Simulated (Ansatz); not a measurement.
**Single-point calculation of Ta$_{24}$N$_{23}$ (charge +2) (part 2 of 2)**

Ta$_{24}$N$_{23}$ (defect cell, 47 atoms in the cell, total charge +2); DFT PBE, scalar-relativistic, plane waves, PAW, spin-polarised (Ansatz 0.2.0); cutoff 420 eV, 2×2×2 k-mesh, Gaussian smearing of 0.05 eV, collinear spins. The structure derives from an entry of the Crystallography Open Database.

**Output, continued**
```
  k-point 0 ↑: bands = ["-46.7619", "-46.6776", "-46.6613", "-46.6420", "-46.6231", "-46.5946", "-46.4779", "-46.4092", "-46.3304", "-46.3037", ... 51 levels left out ..., "-13.0383", "-12.9987", "-12.9703", "-12.9484", "-12.9390", "-12.9253", "-12.8859", "-12.8524", "-12.8442", "-12.8375", "-12.7955", "-12.7778", "-12.7694", "-12.7252", "-12.7105", "-12.7038", "-12.6683", "-12.6419", "-12.5864", "-12.5736", "-12.5513", "-12.5020", "-12.4750", "-12.4596", "-12.4202", "-12.4085", "-12.3797", "-12.3093", "-12.2722",
      "-12.2318", "-12.1900", "-12.1466", "-12.1103", "-12.0216", "-11.9379", "3.4119", "4.6962", "4.7691", "5.1180", "5.2769", "5.3297", "5.4297", "5.5945", "5.6845", "5.7244", "5.8075", "5.9461", "5.9836", "6.0072", "6.1383", "6.1854", "6.2552", "6.4310", "6.4665", "6.5947", "6.7350", "6.8025", "6.8954", "12.4387", "12.9878", "13.1272", "13.1843", "13.4011", "13.4212", "13.4521", "13.6152", "13.6881", "13.8175", "13.8519",
      "14.0815", "14.1036", "14.1076", "14.1923", "14.2796", "14.3188", "14.4025", "14.5004", "14.5932", "14.6311", "14.6965", "14.7809", "14.8849", "14.9465", "15.0572", "15.1079", "15.2322", "15.2628", "15.3308", "15.3947", "15.4758", "15.5197", "15.5699", "15.6362", "15.7841", "15.8136", "15.8974", "15.9514", "16.0402", "16.1164", "16.1879", "16.2552", "16.3185", "16.4004", "16.5314", "16.5968", "16.6528", "16.7136", "16.7933", "16.9573",
      "17.0329", "17.1224", "17.1953", "17.2973", "17.3471", "17.4320", "17.5490", "17.6819", "17.7175", "17.7712", "18.0575", "18.1291", "18.1829", "18.2732", "18.3653", "18.4147", "18.4407", "18.6158", "18.6801", "18.9250", "19.0672", "19.1636", "19.2570", "19.2805", "19.4784", "19.5677", "19.7905", "19.8467", "19.9804", "20.0274", "20.1076", "20.1834", "20.4360", "20.6302", "20.6827", "20.7604", "20.9380", "20.9629", "21.0109", "21.1047",
      "21.2575", "21.4484", "21.7325", "21.7919", "22.0009", "22.0585", "22.1658", "22.2441", "22.3826", "22.5050", "22.6501", "22.7701", "22.8357", "23.0141", "23.2068", "23.2448", "23.2616", "23.5018", "23.5213", "23.6433", "23.7256", "23.7676", "23.9576", "24.0365", "24.1352", "24.2135", "24.3015", "24.4289", "24.5334", "24.6158", "24.6687", "24.7883", "24.8453", "24.9868", "25.1208", "25.1372", "25.2154", "25.3348", "25.3783", "25.5783",
      "25.6034", "25.6876", "25.7744", "25.8027", "25.8866", "25.9845", "26.0710", "26.1659", "26.2585", "26.3453", "26.3891"]
  k-point 1 ↑: bands = ["-46.7619", "-46.6776", "-46.6613", "-46.6420", "-46.6231", "-46.5946", "-46.4779", "-46.4092", "-46.3305", "-46.3034", ... 51 levels left out ..., "-13.0363", "-13.0181", "-12.9743", "-12.9515", "-12.9239", "-12.9116", "-12.8801", "-12.8363", "-12.8173", "-12.8082", "-12.8031", "-12.7874", "-12.7690", "-12.7613", "-12.6960", "-12.6901", "-12.6737", "-12.6294", "-12.6029", "-12.5928", "-12.5442", "-12.5317", "-12.4762", "-12.4373", "-12.4174", "-12.4079", "-12.3943", "-12.3035", "-12.2658",
      "-12.2500", "-12.1961", "-12.1581", "-12.0986", "-12.0258", "-11.9406", "3.7030", "4.0027", "4.9665", "5.1323", "5.2621", "5.4185", "5.5556", "5.5654", "5.6465", "5.7712", "5.7896", "5.9010", "5.9743", "6.1407", "6.1687", "6.2284", "6.3489", "6.3577", "6.5023", "6.5690", "6.6954", "6.7835", "6.8069", "12.5029", "12.9906", "13.1450", "13.3016", "13.3921", "13.4500", "13.5238", "13.6073", "13.6678", "13.7394", "13.7873",
      "13.9159", "13.9195", "14.1094", "14.1535", "14.2652", "14.3652", "14.4166", "14.5075", "14.5605", "14.6226", "14.7704", "14.7936", "14.8317", "14.9555", "15.0533", "15.1029", "15.1315", "15.2515", "15.3900", "15.4173", "15.4765", "15.5147", "15.6233", "15.7059", "15.7973", "15.8238", "15.8873", "15.9361", "16.0881", "16.1613", "16.2125", "16.2627", "16.3247", "16.3986", "16.4871", "16.5894", "16.7178", "16.7385", "16.8313", "16.9176",
      "16.9798", "17.1106", "17.1355", "17.2016", "17.4256", "17.4718", "17.6497", "17.7080", "17.7968", "17.8723", "17.9385", "18.0455", "18.1624", "18.2291", "18.3271", "18.4363", "18.5761", "18.5929", "18.7742", "18.9976", "19.0047", "19.1094", "19.2486", "19.3547", "19.5064", "19.6759", "19.7788", "19.7881", "19.9222", "20.0613", "20.0772", "20.1712", "20.2912", "20.5418", "20.6223", "20.7415", "20.9191", "20.9294", "21.0560", "21.1910",
      "21.3183", "21.4871", "21.5645", "21.8902", "21.9756", "22.0897", "22.1432", "22.3295", "22.3667", "22.5661", "22.6987", "22.7202", "22.9462", "23.0055", "23.1889", "23.2427", "23.2947", "23.4550", "23.5186", "23.6062", "23.7246", "23.8074", "23.8677", "23.9378", "24.1098", "24.2283", "24.3074", "24.4425", "24.4908", "24.5821", "24.6401", "24.7560", "24.8878", "24.9341", "25.0629", "25.1212", "25.2243", "25.3011", "25.4473", "25.5239",
      "25.5938", "25.6488", "25.7529", "25.8920", "25.9126", "25.9501", "26.1004", "26.1158", "26.1965", "26.2634", "26.3686"]
  k-point 2 ↑: bands = ["-46.7617", "-46.6774", "-46.6610", "-46.6419", "-46.6233", "-46.5947", "-46.4780", "-46.4095", "-46.3306", "-46.3029", ... 51 levels left out ..., "-13.0455", "-12.9959", "-12.9719", "-12.9371", "-12.9107", "-12.8973", "-12.8732", "-12.8639", "-12.8302", "-12.8072", "-12.7950", "-12.7728", "-12.7425", "-12.7335", "-12.7010", "-12.6992", "-12.6611", "-12.6391", "-12.6201", "-12.5957", "-12.5373", "-12.5227", "-12.4999", "-12.4758", "-12.4163", "-12.3973", "-12.3848", "-12.3351", "-12.2453",
      "-12.2142", "-12.2036", "-12.1794", "-12.1338", "-12.0373", "-11.9363", "3.9591", "4.3328", "4.6636", "4.8559", "5.1559", "5.3034", "5.4655", "5.5220", "5.6204", "5.7247", "5.8300", "5.8587", "5.9931", "6.0662", "6.0994", "6.2785", "6.4109", "6.4725", "6.5636", "6.6704", "6.7887", "6.8312", "6.8468", "12.7261", "12.7990", "13.1243", "13.1629", "13.2497", "13.3698", "13.5207", "13.6564", "13.7050", "13.8190", "13.8551",
      "13.9659", "14.0374", "14.0915", "14.2069", "14.3006", "14.3585", "14.4968", "14.5332", "14.5734", "14.6964", "14.7347", "14.7606", "14.8600", "14.9214", "14.9896", "15.1101", "15.1723", "15.1988", "15.2942", "15.4192", "15.4903", "15.5448", "15.5830", "15.7264", "15.7436", "15.8016", "15.9087", "16.0001", "16.0825", "16.1024", "16.2484", "16.2755", "16.3240", "16.3991", "16.4886", "16.5939", "16.6698", "16.7369", "16.9434", "17.0205",
      "17.0562", "17.1447", "17.1602", "17.2917", "17.3469", "17.4594", "17.5288", "17.5499", "17.6766", "17.8573", "17.9268", "18.0261", "18.0852", "18.1962", "18.2225", "18.3280", "18.4526", "18.5973", "18.6912", "18.8414", "18.9766", "19.0239", "19.2553", "19.4672", "19.5225", "19.7745", "19.8278", "19.8794", "19.9586", "19.9943", "20.1908", "20.2586", "20.5164", "20.6044", "20.6729", "20.7195", "20.8639", "20.9471", "21.1186", "21.1657",
      "21.2119", "21.4273", "21.6807", "21.7588", "21.8481", "22.0565", "22.1896", "22.4676", "22.4763", "22.6076", "22.7080", "22.8247", "22.8794", "22.9477", "23.1077", "23.1505", "23.3029", "23.4181", "23.5187", "23.5876", "23.6811", "23.7918", "24.0182", "24.1165", "24.1783", "24.2399", "24.3633", "24.4064", "24.4419", "24.6084", "24.6870", "24.8415", "24.8822", "24.9534", "24.9874", "25.1448", "25.1803", "25.2628", "25.3632", "25.4527",
      "25.5785", "25.7403", "25.7578", "25.7933", "25.8556", "25.9957", "26.0068", "26.0999", "26.2141", "26.3070", "26.3538"]
  k-point 7 ↓: bands = ["-46.7617", "-46.6772", "-46.6608", "-46.6422", "-46.6232", "-46.5947", "-46.4780", "-46.4094", "-46.3305", "-46.3029", ... 51 levels left out ..., "-13.0271", "-13.0165", "-12.9725", "-12.9429", "-12.9235", "-12.9062", "-12.8947", "-12.8843", "-12.8541", "-12.8375", "-12.8023", "-12.7865", "-12.7722", "-12.7223", "-12.7108", "-12.6745", "-12.6506", "-12.6074", "-12.5933", "-12.5863", "-12.5469", "-12.5179", "-12.4770", "-12.4503", "-12.4199", "-12.3968", "-12.3939", "-12.3382", "-12.2739",
      "-12.2451", "-12.1853", "-12.1562", "-12.1254", "-12.0333", "-11.9497", "4.2767", "4.5353", "4.6850", "4.8751", "5.0293", "5.1026", "5.2847", "5.4307", "5.5842", "5.7065", "5.7372", "5.8440", "5.9537", "6.0800", "6.1916", "6.2520", "6.3278", "6.4871", "6.5847", "6.6606", "6.7729", "6.8863", "6.9327", "12.5957", "12.9480", "13.0196", "13.2528", "13.3976", "13.4317", "13.5526", "13.6755", "13.7565", "13.8269", "13.8488",
      "13.9501", "14.0276", "14.1155", "14.1494", "14.3190", "14.4226", "14.4495", "14.4968", "14.5710", "14.6671", "14.7037", "14.8237", "14.8941", "14.9728", "15.0134", "15.1181", "15.1535", "15.2430", "15.2745", "15.3934", "15.4395", "15.4511", "15.5646", "15.7111", "15.7613", "15.8638", "15.9543", "15.9761", "16.0057", "16.1174", "16.2031", "16.3085", "16.3357", "16.4553", "16.4869", "16.5810", "16.6704", "16.7492", "16.9195", "16.9663",
      "17.0195", "17.1048", "17.2130", "17.2653", "17.3694", "17.4061", "17.4396", "17.5737", "17.6284", "17.7656", "17.8709", "18.0265", "18.0861", "18.1728", "18.3314", "18.4636", "18.5175", "18.6412", "18.6542", "18.9487", "19.1574", "19.1926", "19.2394", "19.2733", "19.3879", "19.4986", "19.7820", "19.8610", "20.0486", "20.1262", "20.1370", "20.2738", "20.4526", "20.4745", "20.6377", "20.6839", "20.7590", "20.9634", "21.1627", "21.2556",
      "21.3031", "21.3737", "21.5627", "21.6459", "21.8894", "21.9298", "22.0887", "22.2596", "22.4135", "22.5645", "22.7066", "22.7655", "22.9164", "23.0143", "23.0876", "23.2628", "23.3951", "23.5426", "23.6349", "23.7125", "23.7715", "23.8971", "23.9781", "24.0902", "24.1151", "24.2746", "24.3109", "24.4088", "24.5353", "24.5872", "24.6803", "24.8299", "24.8983", "24.9545", "25.1453", "25.3071", "25.3606", "25.3953", "25.4389", "25.6179",
      "25.6411", "25.6513", "25.8289", "25.8888", "25.8950", "25.9479", "26.1359", "26.1577", "26.2354", "26.2966", "26.3552"]
--- Löwdin populations: 47 sites ---
  site symbol       q [e]    m [muB]
     0     Ta     12.3945     0.0000
     1     Ta     12.1774     0.0000
     2     Ta     12.4272    -0.0000
     3     Ta     12.1414     0.0000
     4     Ta     12.2082    -0.0000
     5     Ta     12.2361    -0.0000
     6     Ta     11.9289     0.0000
     7     Ta     12.4352    -0.0000
     8     Ta     12.3078    -0.0000
     9     Ta     12.2584     0.0000
    10     Ta     12.3205     0.0000
    11     Ta     12.1584     0.0000
    12     Ta     12.6112     0.0000
    13     Ta     12.2675     0.0000
    14     Ta     12.0232     0.0000
    15     Ta     12.5182    -0.0000
    16     Ta     12.3947    -0.0000
    17     Ta     12.0115     0.0000
    18     Ta     12.2068     0.0000
    19     Ta     12.1225    -0.0000
    20     Ta     12.2607     0.0000
    21     Ta     12.4914    -0.0000
    22     Ta     12.3761     0.0000
    23     Ta     12.3845     0.0000
    24      N      5.5503     0.0000
    25      N      5.5172    -0.0000
    26      N      5.6307    -0.0000
    27      N      5.6004    -0.0000
    28      N      5.4996    -0.0000
    29      N      5.6731    -0.0000
    30      N      5.5455    -0.0000
    31      N      5.5925     0.0000
    32      N      5.5661    -0.0000
    33      N      5.5957    -0.0000
    34      N      5.5695    -0.0000
    35      N      5.5839    -0.0000
    36      N      5.5688    -0.0000
    37      N      5.6235    -0.0000
    38      N      5.6159    -0.0000
    39      N      5.6305     0.0000
    40      N      5.5704     0.0000
    41      N      5.6019     0.0000
    42      N      5.5530     0.0000
    43      N      5.6329     0.0000
    44      N      5.5996     0.0000
    45      N      5.5773    -0.0000
    46      N      5.5512    -0.0000
  spilling = 0.004443 (of n_electrons = 425.000000)
--- Bader charges: 47 sites ---
  site symbol  charge [e]  shift [e]    m [muB]
     0     Ta      1.3534     0.0035     0.0000
     1     Ta      1.8733     0.0051     0.0000
     2     Ta      1.2277     0.0036     0.0000
     3     Ta      1.8899     0.0030     0.0000
     4     Ta      1.7359     0.0046     0.0000
     5     Ta      1.6049     0.0033     0.0000
     6     Ta      2.1609     0.0069     0.0000
     7     Ta      1.3438     0.0036     0.0000
     8     Ta      1.5443     0.0047     0.0000
     9     Ta      1.5303     0.0042     0.0000
    10     Ta      1.4848     0.0041     0.0000
    11     Ta      1.8761     0.0030     0.0000
    12     Ta      0.9369     0.0016     0.0000
    13     Ta      1.6585     0.0047     0.0000
    14     Ta      2.0210     0.0037     0.0000
    15     Ta      1.1632     0.0035     0.0000
    16     Ta      1.1994     0.0031     0.0000
    17     Ta      2.1053     0.0043     0.0000
    18     Ta      1.7799     0.0024     0.0000
    19     Ta      1.7714     0.0052     0.0000
    20     Ta      1.6089     0.0030     0.0000
    21     Ta      1.1039     0.0024     0.0000
    22     Ta      1.3674     0.0024     0.0000
    23     Ta      1.3235     0.0038     0.0000
    24      N     -1.5658     0.0041     0.0000
    25      N     -1.4322     0.0066     0.0000
    26      N     -1.6042     0.0015     0.0000
    27      N     -1.6297     0.0022     0.0000
    28      N     -1.3839     0.0062     0.0000
    29      N     -1.5583     0.0034     0.0000
    30      N     -1.4737     0.0027     0.0000
    31      N     -1.6555     0.0026     0.0000
    32      N     -1.6023     0.0030     0.0000
    33      N     -1.5878     0.0041     0.0000
    34      N     -1.4862     0.0039     0.0000
    35      N     -1.6828     0.0022     0.0000
    36      N     -1.4885     0.0055     0.0000
    37      N     -1.4933     0.0039     0.0000
    38      N     -1.6789     0.0027     0.0000
    39      N     -1.5067     0.0043     0.0000
    40      N     -1.5121     0.0048     0.0000
    41      N     -1.6937     0.0036     0.0000
    42      N     -1.4315     0.0073     0.0000
    43      N     -1.6088     0.0026     0.0000
    44      N     -1.5003     0.0029     0.0000
    45      N     -1.5828     0.0036     0.0000
    46      N     -1.5054     0.0059     0.0000
  estimated error of the sums over rays = 1.0e-3 e
```

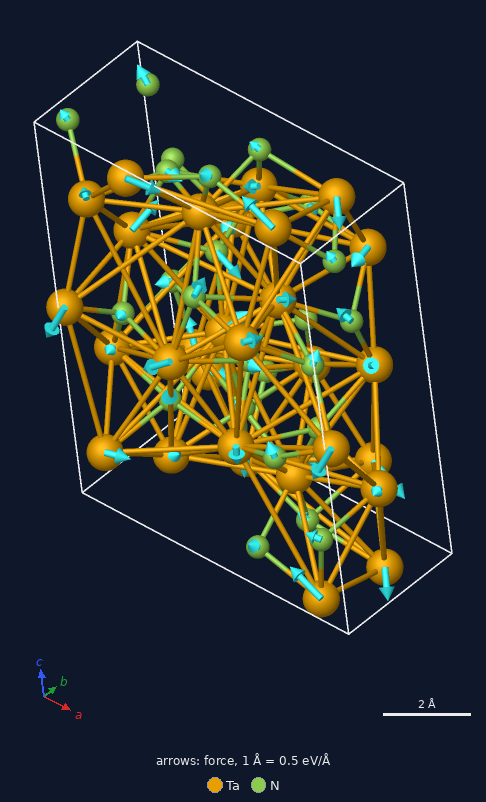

Figure 1. Forces on the atoms as teal arrows (ball-and-stick view of the cell of the calculation, seen slightly off an axis). The largest act on Ta14 (0.59 eV/Å); Ta17 (0.55 eV/Å); Ta11 (0.54 eV/Å); Ta6 (0.49 eV/Å), among others. Atoms are counted from 1 in the order of the input and aren't labelled in the picture. The geometry is not a stationary point of this energy.

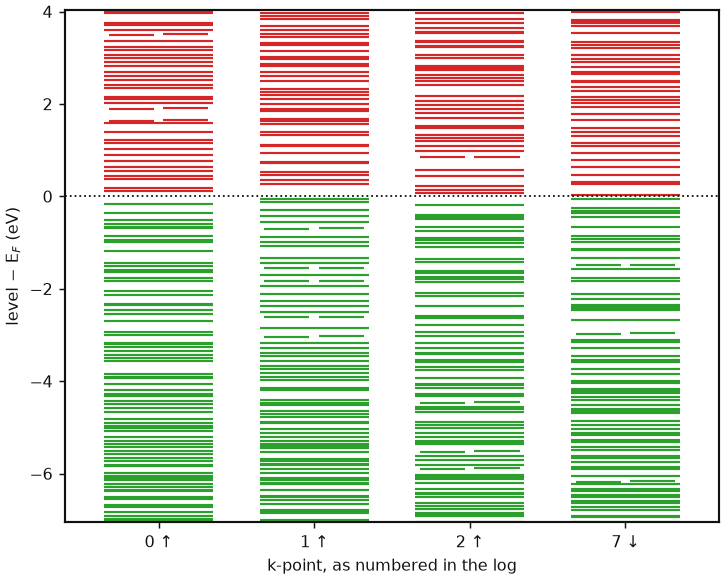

Figure 2. Kohn–Sham levels near the Fermi level (dotted) at the few k-points that the log prints; levels within 0.02 eV of each other stand side by side. The system is metallic on the full mesh.

**Summary**

- outcome: converged
- electrons treated: 425
- free energy: −247262.1526 eV
- Fermi energy: 21.618 eV
- gap on the k-point mesh: none (metallic)
- net moment of the cell: 0.00 μB
- integrated absolute moment: 0.00 μB
- largest force (length of the vector): 0.588 eV/Å
- wall time: 2.8 min (CPU time 22 min)
- peak memory: 4.8 GiB

**Remarks**

The program warns: some starting moments were not kept. The cell is charged and computed with a neutralising background, so its energy and pressure depend on the cell and aren't those of a real crystal. Spin–orbit coupling is left out, which matters for Ta.
